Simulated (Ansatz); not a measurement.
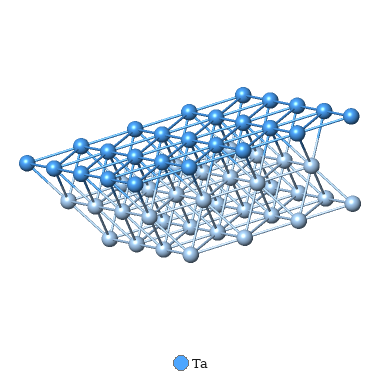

The system is H on a Ta(111) slab cut from the Fm-3m phase, its upper half relaxed before the scan (12 atoms of substrate and one adsorbate in a 2 × 2 cell); the picture shows it without the atoms that are moved over the map. 
- H is moved over the surface cell; relaxed at each place: the height of the adsorbate's atoms; substrate rigid; the origin of the map has the adsorbate above Ta9.
- Places are given modulo a cell vector. The map is drawn in real space over the plane of the surface.
- Grid: 6 × 6 points; 10 points were computed and 26 follow by symmetry.
- Places are given in fractions of the 1 × 1 surface cell.
- Energies: eV, counted from the lowest grid point.
- Level of theory: DFT PBE, scalar-relativistic, plane waves, PAW in Ansatz 0.2.0. Settings: cutoff 420 eV, k-mesh 6×6×1, gaussian smearing 0.1 eV, no spin polarisation.

Range: position of H13 along the first surface vector from 0.000 to 0.833; position of H13 along the second surface vector from 0.000 to 0.833.

### Predict the map.

The lowest grid point is at a threefold hollow over a second-layer Ta atom, (2/6, 4/6) of the cell vectors. A higher local minimum lies near a threefold hollow over a third-layer Ta atom, (4/6, 2/6) of the cell vectors (0.10 eV above the lowest at that grid point). The highest grid point, the top site over a surface Ta atom, (0/6, 0/6) of the cell vectors, lies 1.39 eV above the lowest. On the interpolated surface the easiest way out of the lowest well to the well at a threefold hollow over a third-layer Ta atom, (4/6, 2/6) of the cell vectors passes a barrier of about 0.32 eV. At the lowest point the adsorbate has 3 Ta at 2.03 Å as nearest neighbours, at the highest 1 Ta at 1.83 Å. Its relaxed height above the top atom is 1.07 Å at the lowest and 1.83 Å at the highest point.

| second ↓, first → | 0/6 | 1/6 | 2/6 | 3/6 | 4/6 | 5/6 |
| --- | --- | --- | --- | --- | --- | --- |
| 5/6 | 1.26 | 0.94 | 0.34 | 0.34 | 0.94 | 1.26 |
| 4/6 | 0.81 | 0.34 | 0.00 | 0.34 | 0.81 | 0.99 |
| 3/6 | 0.31 | 0.34 | 0.34 | 0.31 | 0.43 | 0.43 |
| 2/6 | 0.81 | 0.94 | 0.81 | 0.43 | 0.10 | 0.43 |
| 1/6 | 1.26 | 1.26 | 0.99 | 0.43 | 0.43 | 0.99 |
| 0/6 | 1.39 | 1.26 | 0.81 | 0.31 | 0.81 | 1.26 |

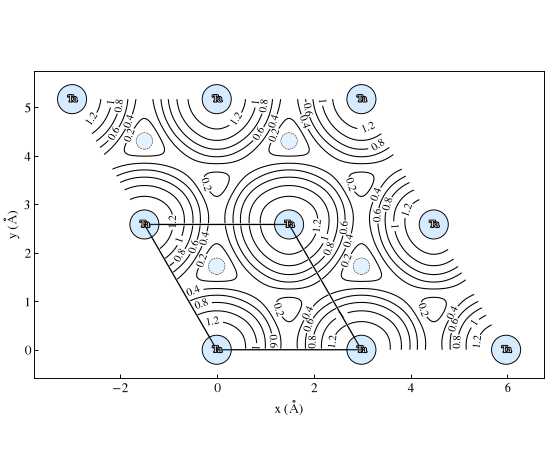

Drawn: contour lines labelled in eV, labelled circles for the atoms of the top layer and small ones for the second layer, the outline of one cell of the 2 × 2 shown. Between grid points the surface is interpolated.

Each point was launched as `ansatz run input.yaml --threads 4 --pin off --max-ram 12288MiB --backend cpu --events-out ev --progress --plain --runs-dir out`. Time for the 10 points that were run: 20 min on 4 threads of AMD EPYC 7571 (shared host).

PAW datasets: the set soft_1.
